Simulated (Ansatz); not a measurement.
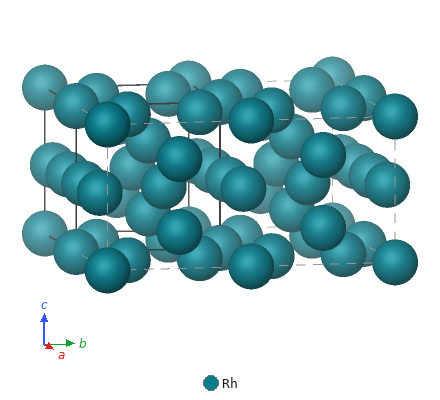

The structure; the drawing may span several cells.

Structure (in its standard cell), the input geometry of an electronic-structure calculation (not necessarily at equilibrium); the starting structure was generated, so it need not be a known form of this composition:

```xyz
8
Lattice="4.9756 0.0000 0.0000 0.0000 4.9756 0.0000 0.0000 0.0000 4.9756" Properties=species:S:1:pos:R:3 pbc="T T T"
Rh    0.0000    0.0000    0.0000
Rh    2.4878    2.4878    2.4878
Rh    1.2439    0.0000    2.4878
Rh    3.7317    0.0000    2.4878
Rh    2.4878    1.2439    0.0000
Rh    2.4878    3.7317    0.0000
Rh    0.0000    2.4878    1.2439
Rh    0.0000    2.4878    3.7317
```

> What does the kinematic electron diffraction pattern along [111] look like at 120 kV (B = 0.5 Å²)?

The spots form a hexagonal net with both shortest vectors at d = 3.52 Å, 60.0° apart. They are 1 -1 0 (itself too weak to see) and 1 0 -1 (itself too weak to see). The pattern has symmetry 6mm. Reflections such as 0 1 -1, 1 -1 0, 1 0 -1 are allowed but too weak to see at this display level.

Strongest reflections with d > 1.08 Å, one of each family (|F|² from tabulated Gaussian fits of the electron scattering factors, times a small damping for the curvature of the Ewald sphere):

```
    hkl  d (Å)  I (strongest = 100)
2 -1 -1  2.031                  100
3 -1 -2  1.330                   40
```

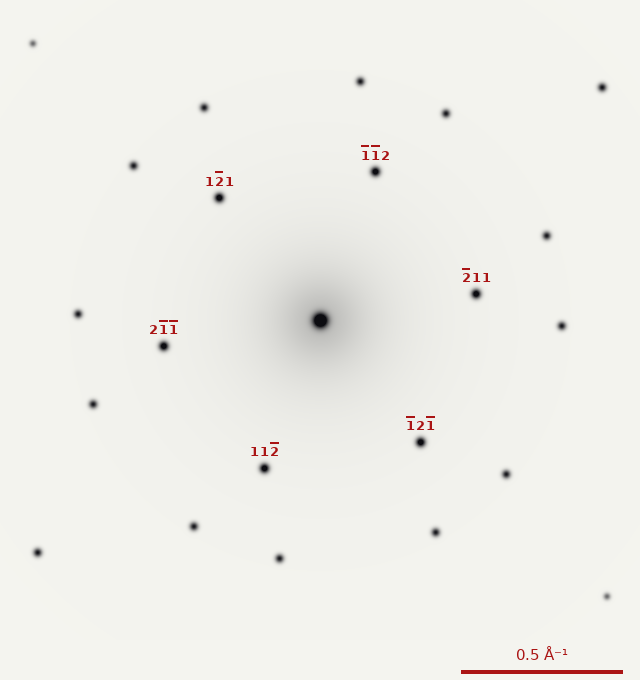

Calculated pattern, seen from the source side with [111] pointing towards the source.
